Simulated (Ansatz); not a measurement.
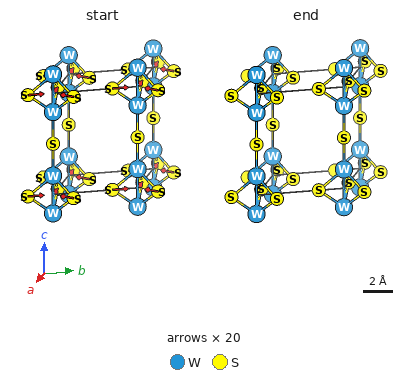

The structure of crystalline WS$_{2}$ (a generated structure, set up in P-62m) before (left) and after (right) a relaxation, at one scale. The red arrows give the displacements (the part carried along by the change of the cell is left out), magnified 20 times.

Style: ball-and-stick. Shown: the cell of the calculation, slightly off an axis.

Computed with Ansatz 0.2.0, DFT PBE, scalar-relativistic, plane waves, PAW. Set-up: plane-wave cutoff 420 eV; k-point mesh 6 × 6 × 6; occupations gaussian; smearing width 0.1 eV; collinear spin; cell and atoms relaxed; force threshold 0.01 eV/Å; at most 80 steps.

Q: What changed between the two?

A: The energy falls by 6.2 meV per cell of the calculation in 4 accepted moves (5 points after the start). The largest force component goes from 0.019 to 0.0046 eV/Å. Pressure: 0.05 GPa at the start and 0.00 GPa at the end. At 1 point the geometry stayed and the basis and grid were re-selected for the new cell (energy shift of 1.3 meV per cell of the calculation at most each time). The largest moves relative to the cell, 0.065 Å, are those of S atoms. Largest moves by element: S 0.065 Å, W 0.002 Å. The volume changes by +6.9 %, with a = b 6.316 → 6.528 Å (+3.4 %), c 7.282 → 7.285 Å (0.0 %). Near-neighbour distances that change, for instance: W–W 2.709 → 2.713 Å. The space group stays P-62m (No. 189).
